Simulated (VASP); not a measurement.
# Blue phosphorene and its bilayer, part 3 of 8

What are the lattice, gap and band positions of blue phosphorene, and what does a second sheet change?

VASP 6.6.1; r2SCAN with rVV10; plane waves and PAW (P).

So far. Step 2 (Relaxing the monolayer): The run ended after 3 ionic steps, 0.007 eV below its first step, once forces and stress met EDIFFG = -0.015. Step 3 (A second relaxation): The start already met the threshold, so nothing moved.

## (4) Potential and states of the slab

A static run writes the electrostatic potential without exchange and correlation (LVHAR), which is flat in the vacuum and gives the level to count from. The dipole correction cancels the field that unlike faces would set up across the vacuum.

The input, INCAR:

```
SYSTEM = P
PREC = Normal
ENCUT = 350
EDIFF = 1E-06
NELM = 120
ISMEAR = 0
SIGMA = 0.03
LREAL = .FALSE.
ALGO = Normal
METAGGA = R2SCAN
LUSE_VDW = .TRUE.
IVDW_NL = 2
BPARAM = 11.95
CPARAM = 0.0093
LASPH = .TRUE.
NBANDS = 11
LORBIT = 11
LWAVE = .FALSE.
LCHARG = .TRUE.
IDIPOL = 3
LDIPOL = .TRUE.
DIPOL = 0.5 0.5 0.5
LVHAR = .TRUE.
LVACPOTAV = .TRUE.
NEDOS = 1500
LELF = .TRUE.
```

The input, POSCAR:

```
P
1.0
    3.2597576605      0.0000000000      0.0000000000
   -1.6298788303      2.8230329442      0.0000000000
    0.0000000000      0.0000000000     22.0000000000
P
2
Direct
    0.3333333333      0.6666666667      0.4722987934
    0.6666666667      0.3333333333      0.5277012066
```

The input, KPOINTS:

```
Automatic mesh
0
Gamma
12 12 1
0 0 0
```

The input, KPOINTS_OPT:

```
Line mode
14
Line-mode
Reciprocal
  0.00000000   0.00000000   0.00000000 GAMMA
  0.50000000   0.00000000   0.00000000 M

  0.50000000   0.00000000   0.00000000 M
  0.33333333   0.33333333   0.00000000 K

  0.33333333   0.33333333   0.00000000 K
  0.00000000   0.00000000   0.00000000 GAMMA
```

PAW data sets: P (PBE family, release 64).

Command:

```
> mpirun -np 4 vasp_std
```

The log of the run:

```text
[banner, memory and clock lines left out]
running    4 mpi-ranks, on    1 nodes
 distrk:  each k-point on    4 cores,    1 groups
 distr:  one band on    1 cores,    4 groups

 POSCAR found type information on POSCAR P
 POSCAR found :  1 types and       2 ions
 [... a notice as in an earlier step ...]

 [... a notice as in an earlier step ...]

 LDA part: xc-table for (None), standard interpolation
|                                                                             |
|           W    W    AA    RRRRR   N    N  II  N    N   GGGG   !!!           |
|           W    W   A  A   R    R  NN   N  II  NN   N  G    G  !!!           |
|           W    W  A    A  R    R  N N  N  II  N N  N  G       !!!           |
|           W WW W  AAAAAA  RRRRR   N  N N  II  N  N N  G  GGG   !            |
|           WW  WW  A    A  R   R   N   NN  II  N   NN  G    G                |
|           W    W  A    A  R    R  N    N  II  N    N   GGGG   !!!           |
|                                                                             |
|     The number of bands has been changed from the values supplied in        |
|     The orbitals not found in the WAVECAR file will be initialized with     |
|     random numbers, which is usually adequate. For correlated               |
|     calculations, however, you should redo the groundstate calculation.     |
|     I found NBANDS = 11. Now, NBANDS = 12.                                  |
|                                                                             |

 POSCAR, INCAR and KPOINTS ok, starting setup
 FFT: planning ... GRIDC
 FFT: planning ... GRID_SOFT
 FFT: planning ... GRID
 WAVECAR not read
 entering main loop
       N       E                     dE             d eps       ncg     rms          rms(c)
Total rVV10 correction in eV:      0.2946369    11.6131550
DAV:   1     0.379073818589E+02    0.37907E+02   -0.26376E+03   464   0.406E+02
DAV:   2    -0.154024999825E+02   -0.53310E+02   -0.49271E+02   740   0.962E+01
DAV:   3    -0.194255705297E+02   -0.40231E+01   -0.40023E+01   624   0.308E+01
DAV:   4    -0.194902609301E+02   -0.64690E-01   -0.64656E-01   648   0.446E+00
DAV:   5    -0.194912670022E+02   -0.10061E-02   -0.10060E-02   620   0.478E-01    0.792E+00
Total rVV10 correction in eV:      0.2976497    11.6140683
DAV:   6    -0.175441114944E+02    0.19472E+01   -0.18496E-01   572   0.282E+00    0.526E+00
Total rVV10 correction in eV:      0.3064224    11.6138427
DAV:   7    -0.175470870040E+02   -0.29755E-02   -0.10631E-01   624   0.186E+00    0.632E-01
Total rVV10 correction in eV:      0.3055825    11.6136240
DAV:   8    -0.175455323960E+02    0.15546E-02   -0.58622E-03   540   0.475E-01    0.187E-01
Total rVV10 correction in eV:      0.3059229    11.6136004
DAV:   9    -0.175459925029E+02   -0.46011E-03   -0.41748E-04   636   0.134E-01    0.904E-02
Total rVV10 correction in eV:      0.3059351    11.6135622
DAV:  10    -0.175462351747E+02   -0.24267E-03   -0.19832E-04   552   0.842E-02    0.140E-01
Total rVV10 correction in eV:      0.3064782    11.6135147
DAV:  11    -0.175464645578E+02   -0.22938E-03   -0.17163E-04   548   0.935E-02    0.750E-03
Total rVV10 correction in eV:      0.3065656    11.6134669
DAV:  12    -0.175465483509E+02   -0.83793E-04   -0.10930E-05   648   0.194E-02    0.456E-03
Total rVV10 correction in eV:      0.3067249    11.6133824
DAV:  13    -0.175466692671E+02   -0.12092E-03   -0.22645E-05   572   0.256E-02    0.513E-03
Total rVV10 correction in eV:      0.3067964    11.6132874
DAV:  14    -0.175467614448E+02   -0.92178E-04   -0.74408E-06   608   0.126E-02    0.391E-03
Total rVV10 correction in eV:      0.3068302    11.6132101
DAV:  15    -0.175468203627E+02   -0.58918E-04   -0.50584E-06   644   0.892E-03    0.132E-03
Total rVV10 correction in eV:      0.3068224    11.6131737
DAV:  16    -0.175468400622E+02   -0.19699E-04   -0.18761E-06   640   0.658E-03    0.229E-03
Total rVV10 correction in eV:      0.3068134    11.6131500
DAV:  17    -0.175468482406E+02   -0.81784E-05   -0.74508E-07   580   0.466E-03    0.715E-04
Total rVV10 correction in eV:      0.3068127    11.6131441
DAV:  18    -0.175468495900E+02   -0.13493E-05   -0.12371E-07   572   0.283E-03    0.571E-04
Total rVV10 correction in eV:      0.3068123    11.6131414
DAV:  19    -0.175468493774E+02    0.21255E-06   -0.66905E-08   500   0.211E-03
|                                                                             |
|           W    W    AA    RRRRR   N    N  II  N    N   GGGG   !!!           |
|           W    W   A  A   R    R  NN   N  II  NN   N  G    G  !!!           |
|           W    W  A    A  R    R  N N  N  II  N N  N  G       !!!           |
|           W WW W  AAAAAA  RRRRR   N  N N  II  N  N N  G  GGG   !            |
|           WW  WW  A    A  R   R   N   NN  II  N   NN  G    G                |
|           W    W  A    A  R    R  N    N  II  N    N   GGGG   !!!           |
|                                                                             |
|     Did not find any points to average over, which means that no vacuum     |
|     field-free region was found. Please increase the size of  your cell     |
|     in the dimension of the dipole correction to obtain accurate            |
|     workfunction values.                                                    |
|                                                                             |

Total rVV10 correction in eV:      0.3068118    11.6131414
Total rVV10 correction in eV:      0.3068119    11.6131410
   1 F= -.17546849E+02 E0= -.17546849E+02  d E =-.125457E-12
 Start KPOINTS_OPT (optional k-point list driver)
k-point batch [1-19\42]
       N       E                     dE             ncg
DAV:   1    -0.650196840178E+03   -0.39908E+04      456
DAV:   2    -0.174107256440E+04   -0.10909E+04      768
DAV:   3    -0.182229328105E+04   -0.81221E+02      592
DAV:   4    -0.182343024890E+04   -0.11370E+01      640
DAV:   5    -0.182344831106E+04   -0.18062E-01      676
DAV:   6    -0.182344901252E+04   -0.70146E-03      688
DAV:   7    -0.182344902412E+04   -0.11597E-04      720
DAV:   8    -0.182344902479E+04   -0.67409E-06      560
[...]
k-point batch [39-42\42]
       N       E                     dE             ncg
DAV:   1     0.373140426837E+04   -0.21214E+03       96
DAV:   2     0.356987894242E+04   -0.16153E+03      168
DAV:   3     0.355324773245E+04   -0.16631E+02      128
DAV:   4     0.355294232328E+04   -0.30541E+00      120
DAV:   5     0.355293217805E+04   -0.10145E-01      136
DAV:   6     0.355293211123E+04   -0.66813E-04      132
DAV:   7     0.355293210699E+04   -0.42456E-05      140
DAV:   8     0.355293210691E+04   -0.81567E-07      136
```

Wall time 19 s (4 MPI ranks of Intel Xeon 6975P-C (Granite Rapids), shared host); peak memory 0.66 GiB.

OUTCAR, selected parts (step 4):

```text
The static configuration has the point symmetry D_3d.

 Found     19 irreducible k-points:

   k-points           NKPTS =     19   k-points in BZ     NKDIM =     19   number of bands    NBANDS=     12

   NELECT =      10.0000    total number of electrons

 E-fermi :  -4.1196

 k-point     1 :       0.0000    0.0000    0.0000
  band No.  band energies     occupation
      1     -19.3038      2.00000
      2     -10.9309      2.00000
      3      -4.6853      2.00000
      4      -4.5240      2.00000
      5      -4.5240      2.00000
      6      -0.0938      0.00000
      7      -0.0938      0.00000
      8       0.0993      0.00000
      9       1.6492      0.00000
     10       2.1318      0.00000
    ...

 k-point     2 :       0.0833    0.0000    0.0000
  band No.  band energies     occupation
      1     -19.1843      2.00000
      2     -10.8474      2.00000
      3      -5.4322      2.00000
      4      -4.7888      2.00000
      5      -4.6164      2.00000
      6      -0.3695      0.00000
      7       0.2559      0.00000
      8       0.9558      0.00000
      9       1.7884      0.00000
     10       2.2536      0.00000
    ...

  Total       -0.0119338     -0.0119338     -0.0047998      0.0000000      0.0000000      0.0000000
  in kB       -0.0944417     -0.0944417     -0.0379849      0.0000000      0.0000000      0.0000000
  external PRESSURE =      -0.0756227 kB  Pullay stress =       0.0000000 kB

 POSITION                                       TOTAL-FORCE (eV/Angst)
 -----------------------------------------------------------------------------------
     -0.00000      1.88202     10.39057        -0.000000     -0.000000     -0.008013
      1.62988      0.94101     11.60943         0.000000      0.000000      0.008013
 -----------------------------------------------------------------------------------
    total drift:                               -0.000000      0.000000      0.000000

  FREE ENERGIE OF THE ION-ELECTRON SYSTEM (eV)
  ---------------------------------------------------
  free  energy   TOTEN  =       -17.5468493774 eV

  energy  without entropy=      -17.5468493774  energy(sigma->0) =      -17.54684938

 vacuum level on the upper side and lower side of the slab         2.167         2.167

[... 11 parts as in an earlier step ...]

[... 3 further parts left out ...]
```

This step gave:

* Fermi energy: -4.120 eV
* least gap on mesh and path: 2.176 eV
* least direct gap on mesh and path: 2.378 eV
* vacuum levels: 2.167, 2.167 eV
* ionisation potentials of the upper and lower face: 6.428, 6.428 eV
* electron affinities of the upper and lower face: 4.252, 4.252 eV

The electronic bands at the labelled points (eV, zero at the valence-band top; v1 is the highest filled band, c1 the lowest empty one):

```
point      v4     v3     v2     v1    c1    c2    c3    c4
    Γ   -6.67  -0.42  -0.26  -0.26  4.17  4.17  4.36  5.91
    M   -9.52  -3.26  -2.57  -1.40  2.24  3.87  5.79  6.91
    K  -10.24  -5.77  -1.81  -1.81  2.43  6.05  6.05  8.86
    Γ   -6.67  -0.42  -0.26  -0.26  4.17  4.17  4.36  5.91
```

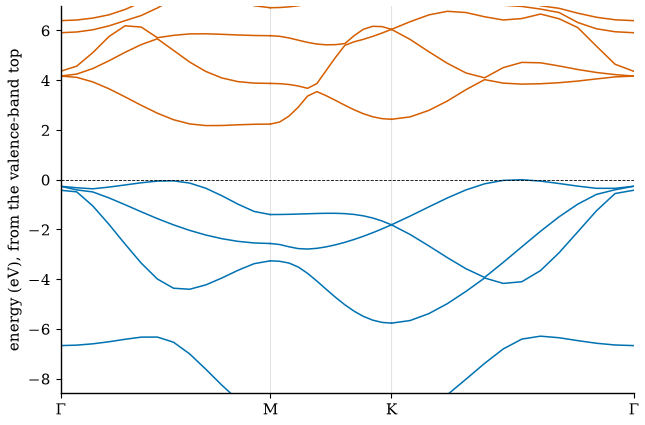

Electronic bands along the path; lines of filled and empty bands in two colours.

Zero at the Fermi level. The planar average of the electrostatic potential by height:

```
height (Å)  planar average of the electrostatic potential (eV)
         0                                                6.29
         1                                                6.29
         2                                                6.29
         3                                                6.29
         4                                                6.29
         5                                                6.29
         6                                                6.29
         7                                                6.28
         8                                                6.23
         9                                                5.34
        10                                               -8.08
        11                                               -9.91
        12                                               -8.08
        13                                                5.34
        14                                                6.23
        15                                                6.28
        16                                                6.29
        17                                                6.29
        18                                                6.29
        19                                                6.29
        20                                                6.29
        21                                                6.29
```

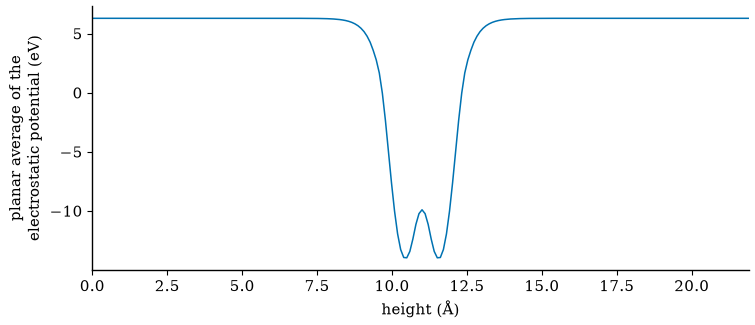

Planar average of the electrostatic potential, plotted against height.

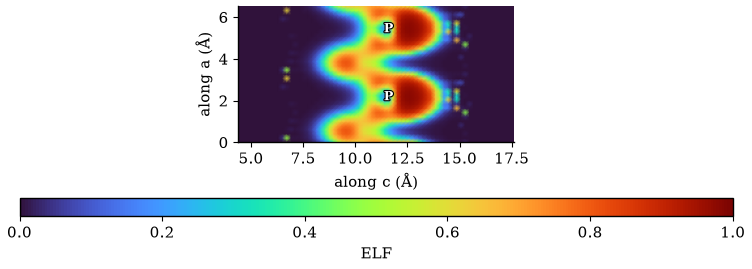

ELF in the ca plane at fractional y = 0.333, with atoms of P within 0.2 Å of it. It is the smooth field of the valence electrons, not physical close to the nuclei. The far vacuum is left out of the map.

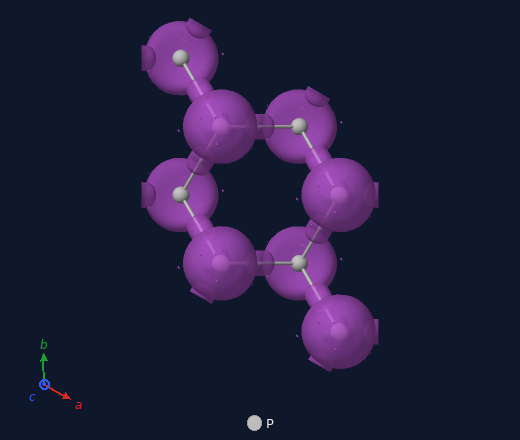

Surface of ELF = 0.85. 2×2×1 cells are drawn.

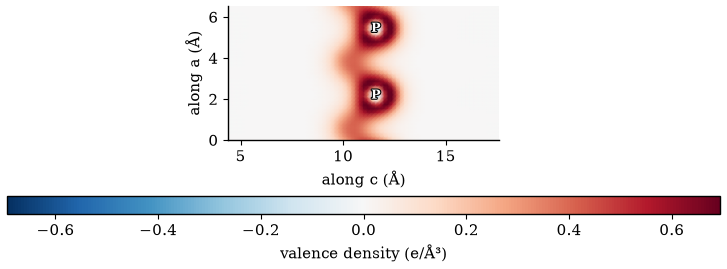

Valence density in the ca plane at fractional y = 0.333, with atoms of P within 0.2 Å of it. It is the smooth field of the valence electrons, not physical close to the nuclei. The far vacuum is left out of the map.

The vacuum level lies 6.43 eV above the highest filled level at the upper face; both faces agree, as the slab has next to no dipole.

The program found no field-free point at its default tolerance, but its printed level agrees with the flat part of the planar average.

(Continued in part 4 of 8.)

[Lines on the potential files, build, host, timing and source positions are cut from VASP's logs without a mark.]

[Logs are printed without paths, hosts, clocks, repeated set-up lines and the standing remarks that a program may print on its own settings, such as how far it seeks lower states.]

[Hosts, paths, dates, database ids (printed as entryN), source tags and the programs' standing remarks are cut or masked in the printed files.]

[Runs that stopped without an error message from VASP are left out.]
